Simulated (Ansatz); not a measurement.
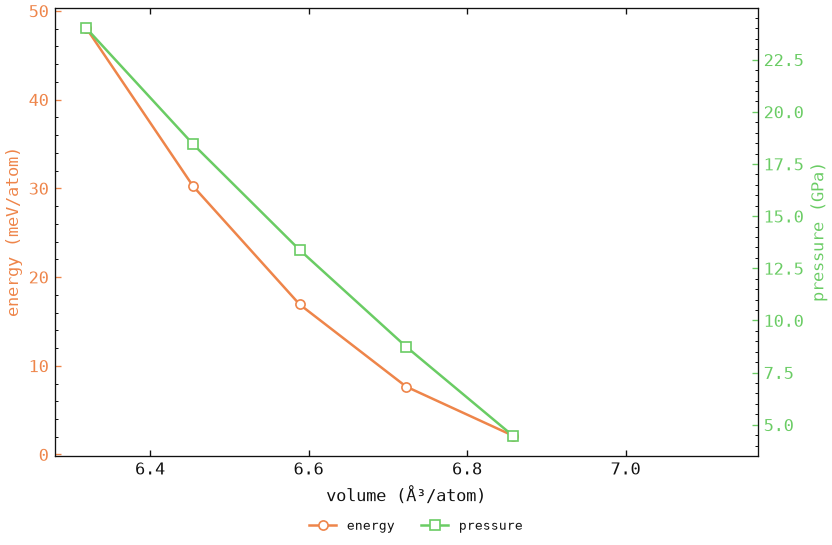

Plotted: energy and pressure against volume for N, space group P6_3/mmc (No. 194).

Cell as given: a = 2.519 Å, b = 2.519 Å, c = 2.446 Å, α = 90.00°, β = 90.00°, γ = 120.00°; 2 atoms.

Computed with Ansatz 0.2.0: plane-wave DFT, no spin polarisation; energies at scaled volumes of the given cell, shape and fractions fixed, counted from the fit's minimum, third-order Birch-Murnaghan fit. Level: PBE.

k mesh 12×12×11; occupations Fermi–Dirac; smearing width 0.1 eV; potentials PseudoDojo LDA; wave cutoff 1143 eV; density cutoff 4572 eV.

The points at volume 6.9921 Å³/atom and 7.1266 Å³/atom are left out of the plot. What values does the calculation give there?

```
volume (Å³/atom)  energy (meV/atom)  pressure (GPa)
          6.9921               0.04            0.57
          7.1266               1.08           -3.01
```

Caveats: shape and atomic fractions are frozen while scaling, which makes layered, chain and framework solids too stiff.
